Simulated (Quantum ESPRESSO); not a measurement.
**MgO (Periclase): how pressure shifts the optical phonon**

Aim: the Grüneisen parameter and the pressure coefficient of an optical mode of MgO (Periclase).

Main program and level: Quantum ESPRESSO 7.5; DFT PBE, scalar-relativistic, plane waves, PseudoDojo norm-conserving pseudopotentials.

The database entry behind the starting cell differs from later determinations by our own check (about 0.1 % long), so it need not match the best structure at ambient conditions.

**1. The relaxed structure**

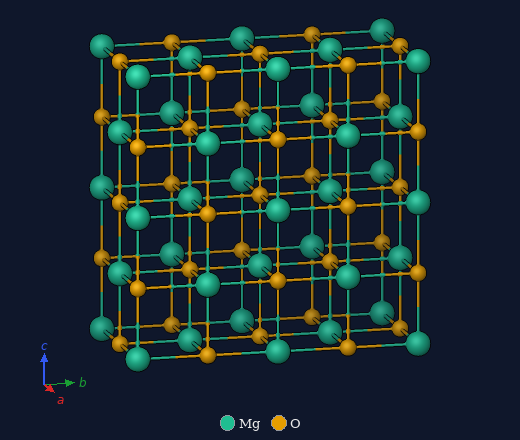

The cell as given, slightly off an axis (magnesium teal, oxygen orange). 1×2×2 cells are drawn. This picture shows the conventional cell, with its axes. Some periodic images of atoms are drawn too.

Structure file:

```cif
data_structure
_symmetry_space_group_name_H-M 'P 1'
_symmetry_Int_Tables_number 1
_cell_length_a 3.0073
_cell_length_b 3.0073
_cell_length_c 3.0073
_cell_angle_alpha 60.000
_cell_angle_beta 60.000
_cell_angle_gamma 60.000
_cell_volume 19.23
loop_
_atom_site_label
_atom_site_type_symbol
_atom_site_fract_x
_atom_site_fract_y
_atom_site_fract_z
_atom_site_occupancy
Mg1 Mg 0.00000 0.00000 0.00000 1
O2 O 0.50000 0.50000 0.50000 1
```

This is the cell after its relaxation at this level of theory, not the database cell from which that began.

**2. Runs at several volumes**

The relaxed cell is scaled uniformly; in this structure symmetry fixes all atoms, so nothing has to be relaxed anew. Each volume gets a ground state and a response at Γ. The mode followed is the highest one without the macroscopic field, of symmetry T1u; longitudinal polar modes lie higher. Cutoff 92 Ry, k mesh 12×12×12.

From the response at V/V₀ = 0.94:

What it wrote:

```text
[banners, grids, parts of the stress and lines that vanish by symmetry left out]
Program PHONON v.7.5
     Reading xml data from directory:

[...]
Exchange-correlation= PBE
                           (   1   4   3   4   0   0   0)
[...]
kinetic-energy cut-off    =      92.0000  Ry
     charge density cut-off    =     368.0000  Ry
     convergence threshold     =      1.0E-18
[...]
Exchange-correlation= PBE
                           (   1   4   3   4   0   0   0)
[...]
q = (   0.0000000   0.0000000   0.0000000 )
     49 Sym.Ops. (with q -> -q+G )
     G cutoff =  577.7767  (  14361 G-vectors)     FFT grid: ( 36, 36, 36)
     number of k points=    72
[...]
Mode symmetry, O_h (m-3m)  point group:
[...]
Dielectric constant
[...]
End of electric fields calculation
          Dielectric constant in cartesian axis
          (       3.155603455       0.000000000       0.000000000 )
          (       0.000000000       3.155603455      -0.000000000 )
          (       0.000000000      -0.000000000       3.155603455 )
          Effective charges (d Force / dE) in cartesian axis without acoustic sum rule applied (asr)
           atom    1  Mg    Mean Z*:        1.97566
      Ex  (        1.97566       -0.00000        0.00000 )
      Ey  (       -0.00000        1.97566       -0.00000 )
      Ez  (        0.00000       -0.00000        1.97566 )
           atom    2  O     Mean Z*:       -1.97510
      Ex  (       -1.97510        0.00000       -0.00000 )
      Ey  (        0.00000       -1.97510       -0.00000 )
      Ez  (       -0.00000       -0.00000       -1.97510 )
          Effective charges Sum: Mean:        0.00055
[...]
Effective charges (d Force / dE) in cartesian axis with asr applied:
           atom    1  Mg    Mean Z*:        1.97538
[...]
atom    2  O     Mean Z*:       -1.97538
[...]
Representation #   1 modes #   1   2   3
[...]
End of self-consistent calculation
     Convergence has been achieved
     Representation #   2 modes #   4   5   6
[...]
End of self-consistent calculation
     Convergence has been achieved
[...]
Dielectric constant in cartesian axis
          (       3.155603455       0.000000000       0.000000000 )
          (       0.000000000       3.155603455      -0.000000000 )
          (       0.000000000      -0.000000000       3.155603455 )
          Effective charges (d Force / dE) in cartesian axis without acoustic sum rule applied (asr)
           atom    1  Mg    Mean Z*:        1.97566
      Ex  (        1.97566       -0.00000        0.00000 )
      Ey  (       -0.00000        1.97566       -0.00000 )
      Ez  (        0.00000       -0.00000        1.97566 )
           atom    2  O     Mean Z*:       -1.97510
      Ex  (       -1.97510        0.00000       -0.00000 )
      Ey  (        0.00000       -1.97510       -0.00000 )
      Ez  (       -0.00000       -0.00000       -1.97510 )
          Effective charges Sum: Mean:        0.00055
[...]
Effective charges (d Force / dE) in cartesian axis with asr applied:
           atom    1  Mg    Mean Z*:        1.97538
[...]
atom    2  O     Mean Z*:       -1.97538
[...]
q = (    0.000000000   0.000000000   0.000000000 )
[...]
freq (    1) =       1.683556 [THz] =      56.157371 [cm-1]
     freq (    2) =       1.683556 [THz] =      56.157371 [cm-1]
     freq (    3) =       1.683556 [THz] =      56.157371 [cm-1]
     freq (    4) =      12.780098 [THz] =     426.298171 [cm-1]
     freq (    5) =      12.780098 [THz] =     426.298171 [cm-1]
     freq (    6) =      12.780098 [THz] =     426.298171 [cm-1]
[...]
Mode symmetry, O_h (m-3m)  point group:
     freq (   1-   3) =         56.2  [cm-1]   --> T_1u G_15  G_4- I
     freq (   4-   6) =        426.3  [cm-1]   --> T_1u G_15  G_4- I

   JOB DONE.
```

One volume, V/V₀ = 1.03, is held back as a test.

```
V/V₀  volume (Å³/atom)  pressure (GPa)   ω (cm⁻¹)
0.94             9.039           10.45     426.30
0.97             9.327            4.82     397.34
   1             9.616           -0.01     369.60
1.03             9.904           -4.16  held back
1.06            10.193           -7.72     317.09
```

**3. The fit**

The mode Grüneisen parameter is γ = −d ln ω / d ln V.

```csv
ln(V/V₀),ln ω
-0.0619,6.0551
-0.0305,5.9848
0.0000,5.9124
0.0583,5.7592
```

A straight line through these points has the slope -2.472, so γ = 2.47; at V/V₀ = 1.03 it predicts ω = exp(5.9068 − 0.0731) = 341.64 cm⁻¹.

A parabola of pressure against ln V through V/V₀ = 0.97, 1 and 1.03 gives the bulk modulus B = −dP/d ln V = 149 GPa at V₀. With ω₀ from the fitted line the pressure coefficient follows as dω/dP = γ ω₀ / B = 2.47 × 367.5 / 149 = 6.09 cm⁻¹/GPa.

**4. The run that was held back**

What it wrote:

```text
[banners, grids, parts of the stress and lines that vanish by symmetry left out]
[banner, memory and clock lines left out]
Program PHONON v.7.5

[...]
Exchange-correlation= PBE
                           (   1   4   3   4   0   0   0)
[...]
kinetic-energy cut-off    =      92.0000  Ry
     charge density cut-off    =     368.0000  Ry
     convergence threshold     =      1.0E-18
[...]
Exchange-correlation= PBE
                           (   1   4   3   4   0   0   0)
[...]
q = (   0.0000000   0.0000000   0.0000000 )
     49 Sym.Ops. (with q -> -q+G )
     G cutoff =  614.0913  (  16049 G-vectors)     FFT grid: ( 36, 36, 36)
     number of k points=    72
[...]
Mode symmetry, O_h (m-3m)  point group:
[...]
Dielectric constant
[...]
End of electric fields calculation
          Dielectric constant in cartesian axis
          (       3.268341061      -0.000000000      -0.000000000 )
          (      -0.000000000       3.268341061       0.000000000 )
          (      -0.000000000       0.000000000       3.268341061 )
          Effective charges (d Force / dE) in cartesian axis without acoustic sum rule applied (asr)
           atom    1  Mg    Mean Z*:        2.01390
      Ex  (        2.01390       -0.00000       -0.00000 )
      Ey  (       -0.00000        2.01390        0.00000 )
      Ez  (        0.00000        0.00000        2.01390 )
           atom    2  O     Mean Z*:       -2.01330
      Ex  (       -2.01330       -0.00000       -0.00000 )
      Ey  (       -0.00000       -2.01330        0.00000 )
      Ez  (       -0.00000        0.00000       -2.01330 )
[...]
Representation #   1 modes #   1   2   3
[...]
End of self-consistent calculation
     Convergence has been achieved
     Representation #   2 modes #   4   5   6
[...]
End of self-consistent calculation
     Convergence has been achieved
[...]
Dielectric constant in cartesian axis
          (       3.268341061      -0.000000000      -0.000000000 )
          (      -0.000000000       3.268341061       0.000000000 )
          (      -0.000000000       0.000000000       3.268341061 )
          Effective charges (d Force / dE) in cartesian axis without acoustic sum rule applied (asr)
           atom    1  Mg    Mean Z*:        2.01390
      Ex  (        2.01390       -0.00000       -0.00000 )
      Ey  (       -0.00000        2.01390        0.00000 )
      Ez  (        0.00000        0.00000        2.01390 )
           atom    2  O     Mean Z*:       -2.01330
      Ex  (       -2.01330       -0.00000       -0.00000 )
      Ey  (       -0.00000       -2.01330        0.00000 )
      Ez  (       -0.00000        0.00000       -2.01330 )
          Effective charges Sum: Mean:        0.00060
[...]
Effective charges (d Force / dE) in cartesian axis with asr applied:
           atom    1  Mg    Mean Z*:        2.01360
[...]
atom    2  O     Mean Z*:       -2.01360
[...]
q = (    0.000000000   0.000000000   0.000000000 )
[...]
freq (    1) =       1.790933 [THz] =      59.739080 [cm-1]
     freq (    2) =       1.790933 [THz] =      59.739080 [cm-1]
     freq (    3) =       1.790933 [THz] =      59.739080 [cm-1]
     freq (    4) =      10.279978 [THz] =     342.903145 [cm-1]
     freq (    5) =      10.279978 [THz] =     342.903145 [cm-1]
     freq (    6) =      10.279978 [THz] =     342.903145 [cm-1]
[...]
Mode symmetry, O_h (m-3m)  point group:
     freq (   1-   3) =         59.7  [cm-1]   --> T_1u G_15  G_4- I
     freq (   4-   6) =        342.9  [cm-1]   --> T_1u G_15  G_4- I
```

It gives 342.90 cm⁻¹ against the predicted 341.64 cm⁻¹, a miss of 1 cm⁻¹.

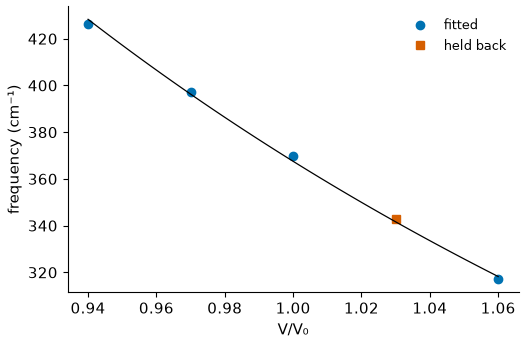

Frequency against volume, with the power-law fit.

**5. What came out**

| Item | Value |
| --- | --- |
| mode Grüneisen parameter | 2.472 |
| bulk modulus | 149 GPa |
| pressure coefficient | 6.09 cm⁻¹/GPa |

What this shows: The highest optical mode of MgO (Periclase) without the LO-TO term stiffens by 6.09 cm⁻¹ a GPa near the relaxed volume, with γ = 2.47. The power law meets all 5 runs within 0.56 %; between neighbouring volumes γ runs from 2.24 to 2.73. Such a coefficient turns a measured shift of this mode into a hydrostatic stress; uniaxial or biaxial stress splits the mode and needs deformation potentials. The acoustic modes of the response miss zero by 59 cm⁻¹, a numerical error that can touch the optical modes as well. These are harmonic values at zero temperature for the structure held cubic, which a run at Γ can't show to be stable; the bulk modulus rests on three points.

[Host names and launcher messages were left out of these logs when they were recorded.]

[Logs are printed without paths, hosts, clocks, repeated set-up lines and the standing remarks that a program may print on its own settings, such as how far it seeks lower states.]

[Hosts, paths, dates, database ids (printed as entryN), source tags and the programs' standing remarks are cut or masked in the printed files.]
